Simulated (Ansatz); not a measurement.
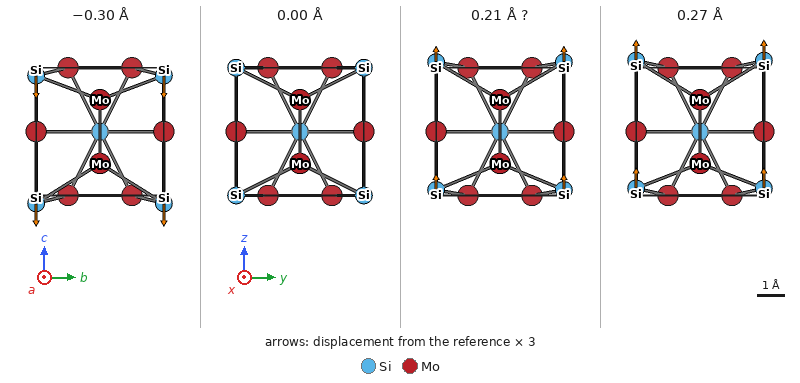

A crystal of SiMo$_{3}$ (Pm-3n): a Si atom (one in each cell of 8 atoms) is moved along Cartesian [0 0 1], all else fixed. The picture is a ball-and-stick view of the cell of the calculation, seen along the a axis. Orange arrows: displacements from the reference.

The calculation used Ansatz, DFT PBEsol, scalar-relativistic, plane waves, PAW. Settings: plane-wave cutoff 420 eV; k-point mesh 8 × 8 × 8; occupations gaussian; smearing width 0.15 eV; no spin polarisation. Energies (free energies at the smearing named) are counted from the relaxed crystal.

```
displacement (Å)  energy change (meV/cell)
           −0.30                       479
           −0.18                       166
           −0.06                        18
            0.00                         0
            0.12                        73
            0.15                       114
            0.21                         ?
            0.24                       300
            0.27                       383
```

### Fill in the missing row.

A straight line between the two neighbours gives 238 meV/cell. A cubic through the four nearest rows (0.12, 0.15, 0.24, 0.27) gives, with Lagrange weights, (−0.2000)(73) + (0.5000)(114) + (1.0000)(300) + (−0.3000)(383) = 228 meV/cell. The calculation gives 227 meV/cell, so the cubic is 1 meV/cell too high and the straight line 11 meV/cell too high, as the curve bends upwards here.

The whole profile:

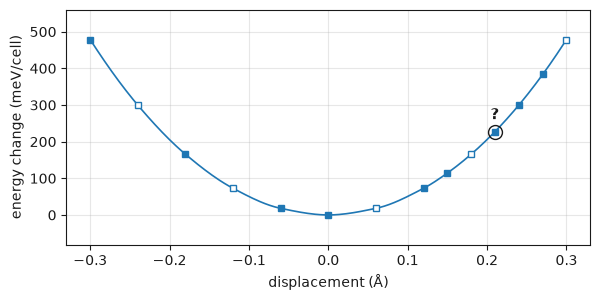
